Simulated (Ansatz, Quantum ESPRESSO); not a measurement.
# 1T-PbI2, 1 layer: the gap on the mesh at a withheld member of a series

Method. Quantum ESPRESSO 7.5, PBE, SG15 norm-conserving. Cell and atoms are relaxed under PBE (GBRV files) and held. Screened hybrids with norm-conserving files, screening 0.106 per bohr, fixed occupations, a 9×9×1 mesh with exchange on 3×3×1 q points. Levels count from the potential in the middle of the vacuum. The series steps the share of short-range exact exchange (0.25 is HSE06, 0 is PBE).

```tsv
share of short-range exact exchange	gap on the mesh (eV)
0	2.515
0.1	2.826
0.15	2.987
0.2	3.151
0.25	3.319
0.3	3.490
```

**Question.** What is the gap on the mesh at 0.4?

**Fit.** The rows at 0.25 and 0.3 give a slope of (3.490 − (3.319))/(0.3 − (0.25)) = 3.42, so a straight line gives 3.832 eV. A parabola through these and the row at 0.2 gives 3.841 eV.

What the calculation gave: 3.843 eV. The line misses by −0.011 and the parabola by −0.002 eV. Both misses are under 5 % of the step from the nearer row.

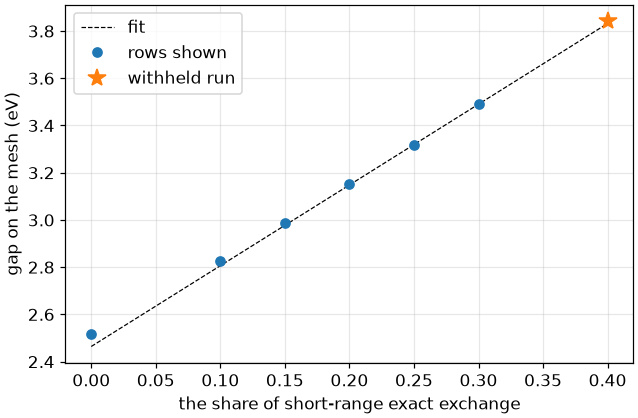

The rows shown, the fit and the withheld run.

**Limits.** Gaps are those of the mesh; no spin-orbit coupling; the q mesh was not tested; the geometry stays that of PBE.

[Logs are printed without paths, hosts, clocks, repeated set-up lines and the standing remarks that a program may print on its own settings, such as how far it seeks lower states.]
